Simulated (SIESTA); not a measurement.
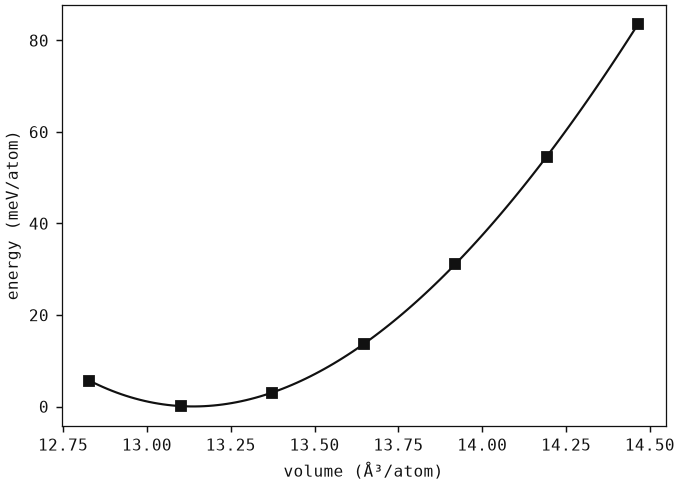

The figure shows the energy against volume.

Method: DFT in numerical atomic orbitals with pseudopotentials, no spin polarisation; energies at scaled volumes of the given cell, shape and fractions fixed, counted from the fit's minimum, third-order Birch-Murnaghan fit (SIESTA 5.4.2). Level: LDA.

> For which of these solids was it computed?
A. Si₂W, P6_222 (No. 180)
B. TiSe, P6_3/mmc (No. 194)
C. SiO₂, P4_2/mnm (No. 136)
D. HfO₂, P4_2/mnm (No. 136)

A, Si₂W: energy from 0.09 meV/atom to 83.60 meV/atom, V0 13.14 Å³/atom, B0 238 GPa. The others give: SiO₂, energy from 0.01 meV/atom to 72.94 meV/atom, V0 7.714 Å³/atom, B0 325 GPa; TiSe, energy from 0.46 meV/atom to 28.88 meV/atom, V0 16.92 Å³/atom, B0 131 GPa; HfO₂, energy from 0.61 meV/atom to 38.60 meV/atom, V0 12.28 Å³/atom, B0 240 GPa.

For HfO₂, limits of the calculation: mulliken charges of long orbitals; short basis over semicore shells; shape and atomic fractions are frozen while scaling, which makes layered, chain and framework solids too stiff.

For Si₂W, limits of the calculation: mulliken charges of long orbitals; short basis over semicore shells; shape and atomic fractions are frozen while scaling, which makes layered, chain and framework solids too stiff.

For SiO₂, limits of the calculation: mulliken charges of long orbitals; shape and atomic fractions are frozen while scaling, which makes layered, chain and framework solids too stiff.

For TiSe, limits of the calculation: mulliken charges of long orbitals; shape and atomic fractions are frozen while scaling, which makes layered, chain and framework solids too stiff.
